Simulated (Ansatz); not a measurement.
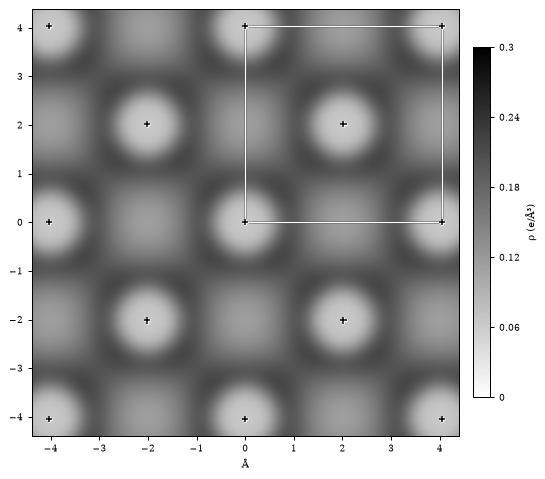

The valence charge density (pseudo) on a plane through atoms (crosses mark nuclei in the plane).

Method: Ansatz 0.2.0, DFT PBE, scalar-relativistic, plane waves, PAW.

Candidates:
A. Au, a = 4.95 Å, b = 2.86 Å, c = 2.97 Å, α = 90.00°, β = 122.25°, γ = 90.00°. Space group C2/m; computed pressure about 2 GPa in this cell; computed without spin polarisation.
B. Al, a = 4.04 Å, b = 4.04 Å, c = 4.04 Å, α = 90.00°, β = 90.00°, γ = 90.00°. Space group Fm-3m; computed without spin polarisation.

**Which system is this?**

Candidate B: Al on the (010) plane of the conventional cell, which holds Al. Al–Al (2.86 Å): ρ is about 0.2 e/Å³ halfway.
